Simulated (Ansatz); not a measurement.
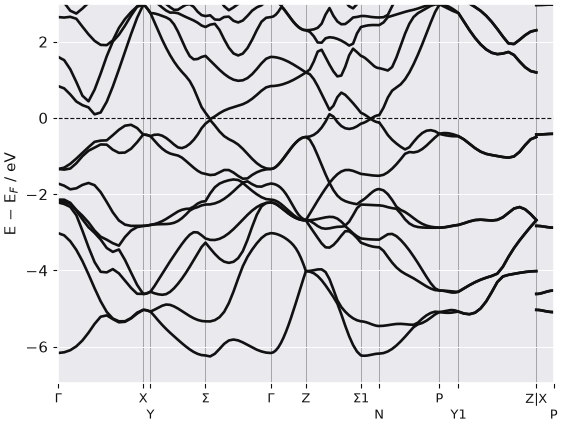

Band structure. Energies are counted from the Fermi level.

Input of the run:

```yaml
crystal:
  lattice:
    - [-1.6749232544, 1.6749232544, 5.7401081759]
    - [1.6749232544, -1.6749232544, 5.7401081759]
    - [1.6749232544, 1.6749232544, -5.7401081759]
  atoms:
    - { symbol: Nb, position: [0.2498808, 0.7498808, 0.5] }
    - { symbol: Nb, position: [0.4998808, 0.4998808, 0.0] }
    - { symbol: P, position: [0.83274777, 0.33274777, 0.5] }
    - { symbol: P, position: [0.08274777, 0.08274777, 0.0] }
hamiltonian:
  xc: pbesol
  pseudopotentials: { kind: paw }
kpoints:
  mp_grid: { grid: [11, 11, 11] }
  band_path:
    path:
      - [[0.0, 0.0, 0.0], [-0.5, 0.5, 0.0], [-0.5, 0.5, -0.0425715708], [-0.2712857854, 0.2712857854, -0.2712857854], [0.0, 0.0, 0.0], [0.5, 0.5, -0.5], [0.2712857854, 0.7287142146, -0.7287142146], [0.0, 0.5, -0.5], [-0.25, 0.75, -0.25], [0.0425715708, 0.9574284292, -0.5], [0.5, 0.5, -0.5]]
      - [[-0.5, 0.5, 0.0], [-0.25, 0.75, -0.25]]
    npoints: 14
scf:
  occupations: { method: fermi_dirac, width: 0.05 }
  n_extra_bands: 10
output:
  forces: true
  stress: true
  eigenvalues: true
  fatbands: true
```

System: NbP, space group I4_1md (No. 109), 4 atoms in the primitive cell.

Method: PBEsol, Ansatz PAW, no spin polarisation, no spin-orbit coupling, 11×11×11 k mesh, 420 eV cutoff, Fermi-Dirac smearing of 0.05 eV (Ansatz 0.2.0).

Is there a gap at the Fermi level?

A metal: bands cross the Fermi level along this path.

Which levels at N lie nearest to the Fermi level?

At N the nearest levels lie 0.12 eV below and 0.07 eV above the Fermi level.

The PAW data sets were made with another functional. The bands barely touch at this filling, so a functional that widens gaps may open one. The cell is at −6 GPa in this functional. The cell is a database's computed one. Bands are joined in order of energy, so crossings between the computed points show as kinks or gaps. In reduced coordinates of the cell that was run, X is (−0.5, 0.5, 0), Y is (−0.5, 0.5, −0.043), Σ is (−0.271, 0.271, −0.271), Z is (0.5, 0.5, −0.5), Σ1 is (0.271, 0.729, −0.729), N is (0, 0.5, −0.5), P is (−0.25, 0.75, −0.25) and Y1 is (0.043, 0.957, −0.5).
